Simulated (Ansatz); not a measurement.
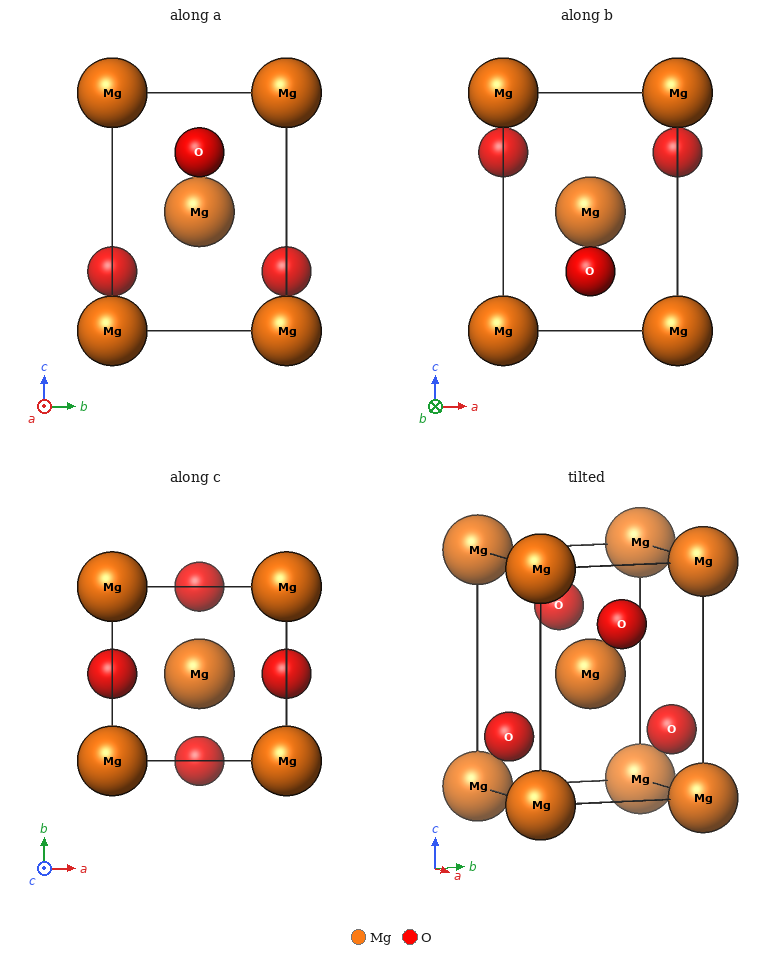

View along the a axis, along the b axis, along the c axis and slightly off an axis, drawn as a spheres-only model. The frame is the conventional unit cell; atoms at its boundary are shown with their periodic copies.

Lattice parameters: a = 3.2272 Å, b = 3.2272 Å, c = 4.4093 Å, α = 90.000°, β = 90.000°, γ = 90.000°.

Transcribe the picture into a CIF with its space group and independent sites.

Answer.
```cif
data_structure
_symmetry_space_group_name_H-M 'I -4 m 2'
_symmetry_Int_Tables_number 119
_cell_length_a 3.2272
_cell_length_b 3.2272
_cell_length_c 4.4093
_cell_angle_alpha 90.000
_cell_angle_beta 90.000
_cell_angle_gamma 90.000
_cell_volume 45.92
loop_
_atom_site_label
_atom_site_type_symbol
_atom_site_symmetry_multiplicity
_atom_site_Wyckoff_symbol
_atom_site_fract_x
_atom_site_fract_y
_atom_site_fract_z
_atom_site_occupancy
Mg1 Mg 2 a 0.0000 0.0000 0.0000 1
O1 O 2 d 0.0000 0.5000 0.7500 1
```

Origin of the cell: a structure type filled with these elements by a generator (whether the compound takes this form wasn't checked). The cell was then strained or its atoms displaced on purpose. A calculation with Ansatz used it as input.

At this level of theory the cell isn't at rest (compressed, at 5 GPa), so its distances can differ from those at equilibrium, the more so the softer the solid.
